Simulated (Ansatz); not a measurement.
## From Ir to Ru

System: Ir (1 atom in the cell).
Method of run 1: DFT PBE, scalar-relativistic, plane waves, PAW, no spin polarisation (Ansatz 0.2.0).
System of run 2: Ru (Fm-3m, 1 atom in the cell).

On run 1: The structure was made by swapping elements on the sites of another compound; it need not be a known phase. On run 2: The structure was made by swapping elements on the sites of another compound; it need not be a known phase. It belongs to a series of runs on one base structure; here: Rh -> Ru on all its sites, cell and atoms relaxed. Text and figures count atoms from 1; the logs count them from 0 in places.

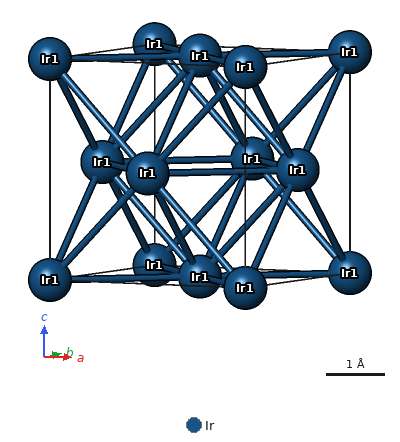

The input geometry (ball-and-stick view of the cell 4 times as large as that of the calculation, set on its symmetry axes, seen at an oblique angle; atoms are numbered from 1 in the order of the input). An atom can appear more than once, as a periodic image. Near neighbours in the periodic cell (some may lie outside the picture): Ir has 12 Ir at 2.74 Å.

### Input, run 1
```yaml
crystal:
  lattice:
    - [0.0, 1.9384136824, 1.9384136824]
    - [1.9384136824, 0.0, 1.9384136824]
    - [1.9384136824, 1.9384136824, 0.0]
  atoms:
    - { symbol: Ir, position: [0.0, 0.0, 0.0] }
basis:
  ecutwfc: 420
kpoints:
  mp_grid: { grid: [18, 18, 18] }
hamiltonian:
  xc: pbe
scf:
  occupations: { method: gaussian, width: 0.1 }
output:
  forces: true
  stress: true
  eigenvalues: true
relax:
  adjacent_minimum: "off"
  f_tol: 0.01
  max_steps: 60
  cell: { stress_tol: 0.1 }
```

Command:
```bash
ansatz run input.yaml --threads 1 --pin off --max-ram 2560MiB --backend cpu --events-out ev --progress --plain --runs-dir out
```

Hardware: 1 thread of Arm Neoverse V1, 24 GiB of memory available, shared host.

### Output, shortened to warnings, some set-up lines, iterations and results (run 1)
```
Basis set: ecut = 420 eV, 283 PW (Γ), exchange–correlation on 40×40×40 points (8 copies of the dense FFT grid, shifted against one another)
Symmetry: 48 space group operations
k-points: 195 of 5832
Initial density: superposition of atomic densities (neutral atoms: chi_scale 0, normalization atom), corrected by the library's trained network
[...]
SCF iter   1: F=—  HF=-11935.311993 eV  |F-HF|=—  |Δ(HF+E_count)|=         —  Δρ=3.90e-3  dr2=2.79e-4  ethr=1.77e-3  ⟨swp⟩=5.0  Hψ=12687  notcnv=0
SCF iter   2: F=—  HF=-11935.312727 eV  |F-HF|=—  |Δ(HF+E_count)|=   7.34e-4  Δρ=2.02e-3  dr2=7.93e-5  ethr=1.64e-6  ⟨swp⟩=2.7  Hψ=5429  notcnv=0
SCF iter   3: F=—  HF=-11935.313036 eV  |F-HF|=—  |Δ(HF+E_count)|=   3.09e-4  Δρ=3.30e-4  dr2=1.53e-5  ethr=4.67e-7  ⟨swp⟩=2.0  Hψ=3354  notcnv=0
SCF iter   4: F=—  HF=-11935.313031 eV  |F-HF|=—  |Δ(HF+E_count)|=   4.99e-6  Δρ=9.17e-5  dr2=9.07e-7  ethr=9.01e-8  ⟨swp⟩=2.4  Hψ=3352  notcnv=0
SCF iter   5: F=-11935.313030 eV  HF=-11935.313030 eV  |F-HF|=3.63e-8  |Δ(HF+E_count)|=   2.50e-7  Δρ=3.07e-5  dr2=8.20e-8  ethr=5.34e-9  ⟨swp⟩=2.0  Hψ=3119  notcnv=0
[... 17 lines ...]
SCF iter   2: F=—  HF=-11935.313394 eV  |F-HF|=—  |Δ(HF+E_count)|=   7.19e-7  Δρ=8.04e-6  dr2=1.39e-9  ethr=4.21e-11  ⟨swp⟩=2.4  Hψ=4230  notcnv=0
SCF iter   3: F=—  HF=-11935.313394 eV  |F-HF|=—  |Δ(HF+E_count)|=  1.82e-10  Δρ=9.72e-7  dr2=7.92e-11  ethr=8.20e-12  ⟨swp⟩=3.0  Hψ=3670  notcnv=0
SCF iter   4: F=-11935.313394 eV  HF=-11935.313394 eV  |F-HF|=3.64e-12  |Δ(HF+E_count)|=  1.27e-11  Δρ=3.10e-7  dr2=3.21e-12  ethr=1.00e-12  ⟨swp⟩=4.0  Hψ=7604  notcnv=0
SCF 4 converged in 4 iterations: F = -11935.313394 eV  dr2 = 3.21e-12
relax step   4: F+E_penalty+E_count = -11935.31339361 eV  Δ(F+E_penalty+E_count) = +3.868e-5 eV  max|allowed force component| = 0.000e0 eV/Å  Δτ_max = 0.0000 Å  P = -0.027 …
basis re-selected at this cell: Δ(F+E_penalty+E_count) = +3.868e-5 eV, ΔP = +0.005 GPa vs the last step (what re-selecting the basis moved, of the pressure what is left beyond the Pulay correction that the steps carried, after the strain that the cell walked since its last selection, with what the …
SCF converged after 4 iterations
Free energy (F): -11935.313394 eV
Harris-Foulkes:  -11935.313394 eV  (|F-HF|=3.64e-12)
Internal energy: -11935.308092 eV  (E = F + TS)
E sigma→0 (E₀):  -11935.310743 eV
Entropy (-TS):   -0.005302 eV (-5.302 meV/atom)
Fermi energy:    25.076294 eV
--- Per-component energies (eV) ---
  E_band       = -93.856434
  E_kinetic    = 622.429157
  E_local      = -1091.737454  (includes V_loc(G=0)·N_el)
  E_nonlocal   = 72.521723
  E_hartree    = 417.306718
  E_xc         = -267.838138
  E_vxc        = -299.924201  (∫ρ·V_xc dr)
  E_paw        = -9223.323555  (= ΣΔE_a)
  E_vpaw       = -231.759163  (= ΣTr[D̂ρ^β])
  E_aug_tail   = 0.000054  (compensation charges beyond the density's cutoff)
  E_ewald      = -2464.666595
  E_smearing   = -0.005302  (= −TS)
  E_closure    = 0.000000  (closes the sum)
  Σ components = -11935.313394   (vs F -11935.313394, Δ=0.00e0)
--- Forces (eV/Å), atoms counted from 1 ---
  atom   1  Ir     0.00000000     0.00000000    -0.00000000
  max |Σ_I F_I| component: 1.40e-31 eV/Å
--- Stress (GPa, compression-positive) ---
       -0.026725      -0.000000      -0.000000
       -0.000000      -0.026725      -0.000000
       -0.000000      -0.000000      -0.026725
  P = ⅓ Tr σ = -0.0267 GPa (-0.267 kbar)
--- Relaxed structure (3 steps of the walk, 2 accepted, 1 SCFs on fresh bases) ---
  F+E_penalty+E_count = -11935.31339361 eV   max|allowed force component| = 0.000e0 eV/Å   (the final SCF, on the basis selected at the relaxed cell)
  cell:  # Å, volume = 14.4978 Å³
    - [-1.528611609868677e-34, 1.935342116269201, 1.935342116269201]
    - [1.935342116269201, 1.2738430082238982e-35, 1.935342116269201]
    - [1.935342116269201, 1.935342116269201, 1.1464587074015077e-34]
  atoms:
    - { symbol: Ir, position: [0.0, 0.0, 0.0] }
```

The input of run 2 differs as follows (lines with − go, lines with + come):
```diff
-    - [0.0, 1.9384136824, 1.9384136824]
-    - [1.9384136824, 0.0, 1.9384136824]
-    - [1.9384136824, 1.9384136824, 0.0]
+    - [0.0, 1.9034428875, 1.9034428875]
+    - [1.9034428875, 0.0, 1.9034428875]
+    - [1.9034428875, 1.9034428875, 0.0]
-    - { symbol: Ir, position: [0.0, 0.0, 0.0] }
+    - { symbol: Ru, position: [0.0, 0.0, 0.0] }
```

How does run 2 compare with run 1?

The total energies belong to different systems, so their difference says nothing on which is more stable or more accurate. The volume per atom goes from 14.50 to 13.83 Å³. The SCF takes 18 iterations over all geometry steps against 19.

### Output, shortened to warnings, some set-up lines, iterations and results (run 2)
```
Basis set: ecut = 420 eV, 283 PW (Γ), exchange–correlation on 36×36×36 points (8 copies of the dense FFT grid, shifted against one another)
Symmetry: 48 space group operations
k-points: 195 of 5832
Initial density: superposition of atomic densities (neutral atoms: chi_scale 0, normalization atom), corrected by the library's trained network
[...]
SCF iter   1: F=—  HF=-5878.580016 eV  |F-HF|=—  |Δ(HF+E_count)|=         —  Δρ=7.48e-3  dr2=1.79e-3  ethr=1.77e-3  ⟨swp⟩=5.0  Hψ=13138  notcnv=0
SCF iter   2: F=—  HF=-5878.579672 eV  |F-HF|=—  |Δ(HF+E_count)|=   3.43e-4  Δρ=3.61e-3  dr2=3.63e-4  ethr=1.12e-5  ⟨swp⟩=2.3  Hψ=4925  notcnv=0
SCF iter   3: F=—  HF=-5878.579789 eV  |F-HF|=—  |Δ(HF+E_count)|=   1.17e-4  Δρ=1.10e-3  dr2=9.43e-5  ethr=2.27e-6  ⟨swp⟩=2.6  Hψ=3660  notcnv=0
SCF iter   4: F=—  HF=-5878.579776 eV  |F-HF|=—  |Δ(HF+E_count)|=   1.33e-5  Δρ=1.43e-4  dr2=1.78e-6  ethr=5.90e-7  ⟨swp⟩=2.5  Hψ=3426  notcnv=0
SCF iter   5: F=—  HF=-5878.579776 eV  |F-HF|=—  |Δ(HF+E_count)|=   1.63e-7  Δρ=4.23e-5  dr2=2.10e-7  ethr=1.11e-8  ⟨swp⟩=2.2  Hψ=3639  notcnv=0
[... 16 lines ...]
SCF iter   1: F=—  HF=-5878.579870 eV  |F-HF|=—  |Δ(HF+E_count)|=         —  Δρ=8.32e-6  dr2=1.50e-9  ethr=1.62e-7  ⟨swp⟩=3.1  Hψ=19711  notcnv=0
SCF iter   2: F=—  HF=-5878.579869 eV  |F-HF|=—  |Δ(HF+E_count)|=   1.05e-6  Δρ=4.12e-6  dr2=3.33e-10  ethr=9.40e-12  ⟨swp⟩=2.4  Hψ=4120  notcnv=0
SCF iter   3: F=-5878.579869 eV  HF=-5878.579869 eV  |F-HF|=1.09e-11  |Δ(HF+E_count)|=  1.29e-10  Δρ=4.40e-7  dr2=1.95e-11  ethr=1.00e-12  ⟨swp⟩=3.1  Hψ=9646  notcnv=0
SCF 4 converged in 3 iterations: F = -5878.579869 eV  dr2 = 1.95e-11
relax step   4: F+E_penalty+E_count = -5878.57986893 eV  Δ(F+E_penalty+E_count) = -1.671e-5 eV  max|allowed force component| = 0.000e0 eV/Å  Δτ_max = 0.0000 Å  P = -0.007 GPa …
basis re-selected at this cell: Δ(F+E_penalty+E_count) = -1.671e-5 eV, ΔP = -0.002 GPa vs the last step (what re-selecting the basis moved, of the pressure what is left beyond the Pulay correction that the steps carried, after the strain that the cell walked since its last selection, with what the …
SCF converged after 3 iterations
Free energy (F): -5878.579869 eV
Harris-Foulkes:  -5878.579869 eV  (|F-HF|=1.09e-11)
Internal energy: -5878.574775 eV  (E = F + TS)
E sigma→0 (E₀):  -5878.577322 eV
Entropy (-TS):   -0.005094 eV (-5.094 meV/atom)
Fermi energy:    22.877465 eV
--- Per-component energies (eV) ---
  E_band       = -60.214057
  E_kinetic    = 513.844834
  E_local      = -1276.596862  (includes V_loc(G=0)·N_el)
  E_nonlocal   = 343.107622
  E_hartree    = 410.077023
  E_xc         = -190.428834
  E_vxc        = -239.065628  (∫ρ·V_xc dr)
  E_paw        = -3460.723585  (= ΣΔE_a)
  E_vpaw       = -221.658040  (= ΣTr[D̂ρ^β])
  E_aug_tail   = -0.000195  (compensation charges beyond the density's cutoff)
  E_ewald      = -2217.854779
  E_smearing   = -0.005094  (= −TS)
  E_closure    = -0.000000  (closes the sum)
  Σ components = -5878.579869   (vs F -5878.579869, Δ=0.00e0)
--- Forces (eV/Å), atoms counted from 1 ---
  atom   1  Ru    -0.00000000     0.00000000     0.00000000
  max |Σ_I F_I| component: 1.64e-31 eV/Å
--- Stress (GPa, compression-positive) ---
       -0.006821      -0.000000      -0.000000
       -0.000000      -0.006821       0.000000
       -0.000000       0.000000      -0.006821
  P = ⅓ Tr σ = -0.0068 GPa (-0.068 kbar)
--- Relaxed structure (3 steps of the walk, 2 accepted, 1 SCFs on fresh bases) ---
  F+E_penalty+E_count = -5878.57986893 eV   max|allowed force component| = 0.000e0 eV/Å   (the final SCF, on the basis selected at the relaxed cell)
  cell:  # Å, volume = 13.8294 Å³
    - [-2.5476860164477955e-34, 1.9051314360192748, 1.9051314360192748]
    - [1.9051314360192748, -4.0762976263164716e-34, 1.9051314360192748]
    - [1.9051314360192748, 1.9051314360192748, -5.6049092361851485e-34]
  atoms:
    - { symbol: Ru, position: [0.0, 0.0, 0.0] }
```

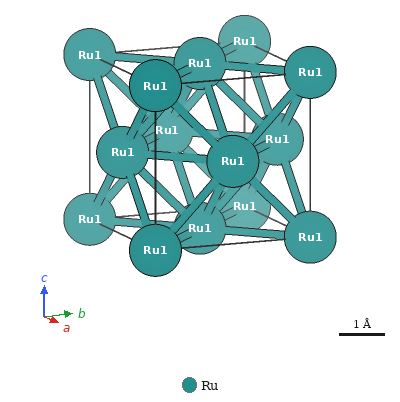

The input structure of run 2 (ball-and-stick view of the cell 4 times as large as that of the calculation, set on its symmetry axes, seen slightly off an axis; atoms are numbered from 1 in the order of the input). An atom can appear more than once, as a periodic image.

### The two runs side by side

```tsv
quantity	run 1	run 2
outcome	converged	converged
free energy per atom (eV)	−11935.3134	−5878.5799
energy per atom, smearing taken to zero (eV)	−11935.3107	−5878.5773
gap on the mesh (eV)	0.00	0.00
pressure (GPa)	−0.03	−0.01
volume per atom (Å³)	14.50	13.83
largest force (eV/Å)	0.000	0.000
SCF iterations	19	18
irreducible k-points	195	195
wall time (shared host)	9 s	8.6 s
```

For run 1: Spin–orbit coupling is left out, which matters for Ir.
